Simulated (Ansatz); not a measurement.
System: a slab cut from GaN (slab content Ga₁₀N₁₀), space group P6_3mc (No. 186).

The given structure:
```
CELL_PARAMETERS angstrom
3.18258 0.00000 0.00000
-1.59129 2.75619 0.00000
0.00000 0.00000 5.18543
ATOMIC_POSITIONS crystal
Ga 0.33333 0.66667 0.99919
Ga 0.66667 0.33333 0.49919
N 0.33333 0.66667 0.37581
N 0.66667 0.33333 0.87581
```

How it was computed, with Ansatz 0.2.0: spacing and rumpling of the atomic planes of a slab cut from the relaxed bulk cell along the Miller plane (conventional indices), bottom to top, after all atoms relax, plane waves with PAW datasets, Γ-centred k mesh. Level: PBEsol, no spin polarisation.

| setting | value |
| --- | --- |
| space group in which the indices count | 186 |
| Miller index h | 1 |
| Miller index k | 0 |
| Miller index l | 1 |
| top plane | Ga |
| bottom plane | Ga |
| planes | 20 |
| surface cell | (1, 1) |
| slab thickness as cut | 11.76 Å |
| vacuum | 15 Å |
| surface area | 18.69 Å² |
| surface a | 3.183 Å |
| surface b | 6.084 Å |
| surface angle | 105.2 ° |
| slab atoms | 20 |
| wave cutoff | 420 eV |
| k mesh | 9×5×1 |
| occupations | Gaussian |
| smearing width | 0.05 eV |
| boundary | dipole corrected |

Describe the result: the spacing change of each pair of planes. The cases: 1–2; 2–3; 3–4; 4–5; 5–6; 6–7; 7–8; 8–9; 9–10; 10–11; 11–12; 12–13; 13–14; 14–15; 15–16; 16–17; 17–18; 18–19; 19–20.

The least value, −0.398 Å, is that of 16–17, and the largest, 0.246 Å, that of 17–18.

```json
{"pair of planes": "1–2", "spacing change (Å)": "-0.312", "spacing to next (Å)": "0.199", "content of the two planes": "Ga and N"}
{"pair of planes": "2–3", "spacing change (Å)": "0.043", "spacing to next (Å)": "0.449", "content of the two planes": "N and N"}
{"pair of planes": "3–4", "spacing change (Å)": "-0.109", "spacing to next (Å)": "1.002", "content of the two planes": "N and Ga"}
{"pair of planes": "4–5", "spacing change (Å)": "0.058", "spacing to next (Å)": "0.464", "content of the two planes": "Ga and Ga"}
{"pair of planes": "5–6", "spacing change (Å)": "0.006", "spacing to next (Å)": "0.517", "content of the two planes": "Ga and N"}
{"pair of planes": "6–7", "spacing change (Å)": "0.041", "spacing to next (Å)": "0.446", "content of the two planes": "N and N"}
{"pair of planes": "7–8", "spacing change (Å)": "-0.040", "spacing to next (Å)": "1.072", "content of the two planes": "N and Ga"}
{"pair of planes": "8–9", "spacing change (Å)": "-0.031", "spacing to next (Å)": "0.375", "content of the two planes": "Ga and Ga"}
{"pair of planes": "9–10", "spacing change (Å)": "0.039", "spacing to next (Å)": "0.550", "content of the two planes": "Ga and N"}
{"pair of planes": "10–11", "spacing change (Å)": "0.024", "spacing to next (Å)": "0.430", "content of the two planes": "N and N"}
{"pair of planes": "11–12", "spacing change (Å)": "-0.041", "spacing to next (Å)": "1.070", "content of the two planes": "N and Ga"}
{"pair of planes": "12–13", "spacing change (Å)": "-0.008", "spacing to next (Å)": "0.398", "content of the two planes": "Ga and Ga"}
{"pair of planes": "13–14", "spacing change (Å)": "-0.080", "spacing to next (Å)": "0.431", "content of the two planes": "Ga and N"}
{"pair of planes": "14–15", "spacing change (Å)": "0.238", "spacing to next (Å)": "0.644", "content of the two planes": "N and N"}
{"pair of planes": "15–16", "spacing change (Å)": "0.053", "spacing to next (Å)": "1.164", "content of the two planes": "N and Ga"}
{"pair of planes": "16–17", "spacing change (Å)": "-0.398", "spacing to next (Å)": "0.008", "content of the two planes": "Ga and Ga"}
{"pair of planes": "17–18", "spacing change (Å)": "0.246", "spacing to next (Å)": "0.757", "content of the two planes": "Ga and N"}
{"pair of planes": "18–19", "spacing change (Å)": "0.024", "spacing to next (Å)": "0.430", "content of the two planes": "N and N"}
{"pair of planes": "19–20", "spacing change (Å)": "-0.354", "spacing to next (Å)": "0.758", "content of the two planes": "N and Ga"}
```

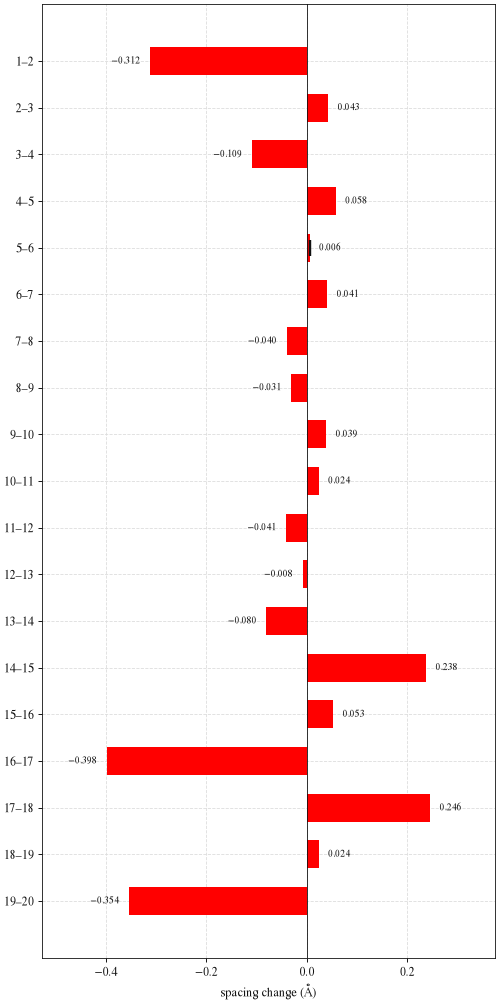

Note: k mesh lowers the symmetry; polar or open-shell cut of an insulator, not reconstructed; the slab's middle relaxes too; xc potential rough in thin density.
